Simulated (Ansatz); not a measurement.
# How many bands does the GW gap of Be3N2 (P6_3/mmc) need?, part 2 of 2

Aim: see how the G0W0 gap of Be3N2 (P6_3/mmc) on LDA moves with empty bands and screening cutoff, and what each rung costs.

Ansatz 0.2.0; G0W0 on LDA, plane waves, PAW; PAW set soft_1. Known limits of the many-body steps: not at the basis limit.

So far. Step 4 (373 empty bands, screening to 180 eV): Against the run with 6×6×2 mesh, 173 empty bands, screening to 108 eV, PAW set soft_1 files, the gap moves by +0.20 eV.

## Step 5: Changing the frequency model: 6×6×2 mesh, 173 empty bands, screening to 108 eV, plasmon pole, PAW set soft_1 files

A plasmon pole stands in for the full frequency dependence of the screening; this run shows what that costs in accuracy. Bands and cutoff differ from the step before, so it is read against an earlier run that matches them.

File input.yaml:

```yaml
crystal:
  lattice:
    - [2.8416792263, 0.0, 0.0]
    - [-1.4208396132, 2.4609663994, 0.0]
    - [0.0, 0.0, 9.74684101]
  atoms:
    - { symbol: Be, position: [0.33333333, 0.66666667, 0.07848597] }
    - { symbol: Be, position: [0.66666667, 0.33333333, 0.57848597] }
    - { symbol: Be, position: [0.66666667, 0.33333333, 0.92151403] }
    - { symbol: Be, position: [0.33333333, 0.66666667, 0.42151403] }
    - { symbol: Be, position: [0.0, 0.0, 0.25] }
    - { symbol: Be, position: [0.0, 0.0, 0.75] }
    - { symbol: "N", position: [0.0, 0.0, 0.0] }
    - { symbol: "N", position: [0.0, 0.0, 0.5] }
    - { symbol: "N", position: [0.33333333, 0.66666667, 0.25] }
    - { symbol: "N", position: [0.66666667, 0.33333333, 0.75] }
kpoints:
  mp_grid: { grid: [6, 6, 2] }
hamiltonian:
  xc: lda
  pseudopotentials: { kind: paw, azcp: { folder: soft_1 }, xc_functional: pbe }
scf:
  occupations: { method: fixed }
gw:
  n_empty_bands: 173
  ecut_chi: 108
  qp_bands: [v3, c3]
  qp_kpoints: band_edges
  screening: { model: godby_needs }
```

On the command line:

```sh
ansatz run input.yaml --threads 3 --pin off --max-ram 92160MiB --backend cuda --events-out ev --progress --plain --runs-dir out --devices 1 --max-vram 13GiB
```

Numbers of over 12 decimals in the logs are rounded to 6 here.

The program printed:

```text
GPUs: using 1 of 1 available (devices: 1).
[...]
GPU FFT provider: cuFFT
GPU libraries: cuBLAS 13.8.2, cuFFT 12.4.0, cuSOLVER 12.3.4
Crystal: 10 atoms, lattice volume = 68.162 Å³
Basis set: ecut = 420 eV, 1329 PW (Γ)
Bands: 26, of which v1, the nominal top of the filled ones, is band 16 counted from 1 (15 counted from 0)
Symmetry: 24 space group operations
[...]
k-points: 14 of 72
[...]
1    15      7.4856   -22.0808     3.3045   -18.2846  0.8048     6.9928     6.9940  root
[...]
13    16      6.0346   -20.8721     3.3494   -16.8637  0.8008     5.3734     5.3756  root
    13    17     13.6109    -6.3193    -4.4669   -11.8127  0.8369    14.6424    14.6375  root
    13    18     13.6109    -6.3193    -4.4669   -11.8127  0.8369    14.6424    14.6375  root
    13    19     14.2840    -7.3189    -4.7332   -13.3583  0.8266    15.5986    15.5902  root
[key lines of the parts left out:]
SCF converged after 9 iterations
Free energy (F): -2036.732270 eV
Fermi energy:    7.678545 eV
```

It took 17 s on 1 × NVIDIA H100 80GB HBM3 (shared by 6 runs) with 3 threads of AMD EPYC 7R13 (Zen 3), shared host; peak memory 1.3 GiB.

Numbers from this step:

```yaml
bands_summed: 189
plasmon_pole_fit_frequency: 25.44 eV
rpa_eps_infinity_on_this_mesh_eigenvalues: 4.356, 4.356, 5.304
plane_waves_in_the_screening_matrix: 191
g0w0_gap_on_the_mesh: 4.645 eV
k_of_the_valence_top: 0, 0, 0
k_of_the_conduction_bottom: 0, -0.5, 0
starting_gap_on_the_mesh: 3.261 eV
least_direct_g0w0_gap_on_the_computed_points: 6.187 eV
```

Against the run with 6×6×2 mesh, 173 empty bands, screening to 108 eV, PAW set soft_1 files, the gap moves by −0.03 eV.

## Step 6: Changing the files: 6×6×2 mesh, 173 empty bands, screening to 108 eV, hard PAW files

Other atomic data (hard PAW) test the pseudisation: the cutoff goes from 420 to 960 eV and the valence electrons from 32 to 44, which opens shells that were frozen.

This step: G0W0 on LDA, plane waves, PAW.

input.yaml: that of step 5 with these lines changed.

```diff
@@ -20,3 +20,3 @@
   xc: lda
-  pseudopotentials: { kind: paw, azcp: { folder: soft_1 }, xc_functional: pbe }
+  pseudopotentials: { kind: paw, source: ansatz }
 scf:
@@ -28,2 +28,2 @@
   qp_kpoints: band_edges
-  screening: { model: godby_needs }
+  screening: { model: contour_deformation }
```

The program printed:

```text
GPUs: using 1 of 1 available (devices: 1).
[...]
GPU FFT provider: cuFFT
GPU libraries: cuBLAS 13.8.2, cuFFT 12.4.0, cuSOLVER 12.3.4
Crystal: 10 atoms, lattice volume = 68.162 Å³
Basis set: ecut = 960 eV, 4579 PW (Γ)
Bands: 32, of which v1, the nominal top of the filled ones, is band 22 counted from 1 (21 counted from 0)
Symmetry: 24 space group operations
[...]
k-points: 14 of 72
[...]
1    21      8.0428   -22.0832     3.2457   -18.2917  0.7988     7.4949     7.4971  root
[...]
13    22      6.5914   -20.8951     3.3058   -16.8898  0.7919     5.8878     5.8919  root
    13    23     14.1668    -6.3380    -4.5177   -11.8320  0.8316    15.1495    15.1431  root
    13    24     14.1668    -6.3380    -4.5177   -11.8320  0.8316    15.1495    15.1431  root
    13    25     14.8390    -7.3246    -4.8092   -13.3648  0.8194    16.0818    16.0699  root
[key lines of the parts left out:]
SCF converged after 8 iterations
Free energy (F): -3892.022201 eV
Fermi energy:    8.236382 eV
```

It took 25 s on 1 × NVIDIA H100 80GB HBM3 (shared by 6 runs) with 3 threads; peak memory 1.4 GiB.

This step gave:

```yaml
bands_summed: 195
rpa_eps_infinity_on_this_mesh_eigenvalues: 4.374, 4.374, 5.324
plane_waves_in_the_screening_matrix: 191
g0w0_gap_on_the_mesh: 4.650 eV
k_of_the_valence_top: 0, 0, 0
k_of_the_conduction_bottom: 0, -0.5, 0
starting_gap_on_the_mesh: 3.257 eV
least_direct_g0w0_gap_on_the_computed_points: 6.180 eV
```

Against the run with 6×6×2 mesh, 173 empty bands, screening to 108 eV, PAW set soft_1 files, the gap moves by −0.03 eV.

## Step 7: Side by side

Times are wall times on 1 × NVIDIA H100 80GB HBM3 (shared by 6 runs) with 3 threads of AMD EPYC 7R13 (Zen 3), shared host, good to a factor of about two.

```
 mesh           files            frequency  bands summed  cutoff (eV)  start (eV)  G0W0 (eV)   time  host memory (GiB)
6×6×2  PAW set soft_1  contour deformation            77           54       3.261      4.424  7.1 s               1.00
6×6×2  PAW set soft_1  contour deformation           189          108       3.261      4.677  7.7 s                1.1
6×6×2  PAW set soft_1  contour deformation           389          180       3.261      4.879   24 s                1.5
6×6×2  PAW set soft_1         plasmon pole           189          108       3.261      4.645   17 s                1.3
6×6×2        hard PAW  contour deformation           195          108       3.257      4.650   25 s                1.4
```

The parts of the quasiparticle energy at the two band edges (eV; QP = start + Σx + Σc − Vxc):

```
      run               edge  start      Σx     Σc     Vxc     Z     QP
 77 bands        valence top   7.68  -22.22   3.75  -18.50  0.81   7.71
 77 bands  conduction bottom  10.94   -6.91  -3.77  -11.88  0.84  12.14
189 bands        valence top   7.68  -22.22   3.21  -18.50  0.80   7.17
189 bands  conduction bottom  10.94   -6.91  -4.06  -11.88  0.84  11.85
389 bands        valence top   7.68  -22.22   2.89  -18.50  0.80   6.84
389 bands  conduction bottom  10.94   -6.91  -4.18  -11.88  0.84  11.72
```

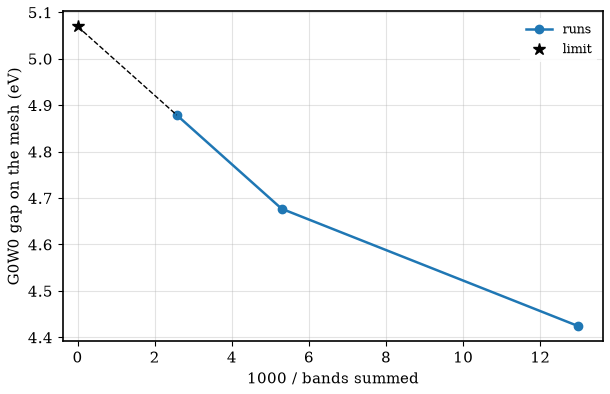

The gap against one over the number of bands; the dashed line carries the two highest rungs to the limit.

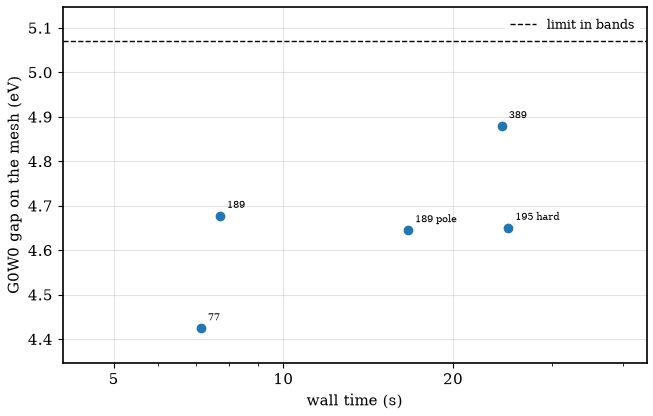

Result against wall time.

## Step 8: What came out

* 77 bands, 54 eV: 4.424 eV
* 189 bands, 108 eV: 4.677 eV
* 389 bands, 180 eV: 4.879 eV
* estimated limit in bands and cutoff: 5.07 eV
* mesh and start: 6×6×2, LDA

**Reading.** A line in one over the bands through the two highest rungs gives 5.07 eV, +0.19 eV from the top rung; the pair below gives 4.85 eV, so the estimate is still climbing. The rungs stand 0.65 eV (77 bands), 0.39 eV (189 bands) and 0.19 eV (389 bands) from it. From 77 to 389 bands the gap moves by +0.45 eV while the time grows 3.4-fold. Σc changes by −0.87 eV at the valence top and −0.41 eV at the conduction bottom, so the valence edge carries most of the change. The plasmon-pole model gives −0.03 eV against contour deformation, 2 % of the correction, and saved no time in this program. Hard PAW files move the gap by −0.03 eV at equal bands and cutoff, −0.004 eV of it in the start.

[Paths, hosts, dates, memory and timing lines, banners, echoed tables and standing remarks are left out of the program output.]

[Logs are printed without paths, hosts, clocks, repeated set-up lines and the standing remarks that a program may print on its own settings, such as how far it seeks lower states.]

[Runs of the session that timed out or met a known fault of the program may be left out.]

[Cells called generated may have been cut or substituted from an entry of the Crystallography Open Database or the Materials Project.]

[Hosts, paths, dates, database ids (printed as entryN), source tags and the programs' standing remarks are cut or masked in the printed files.]
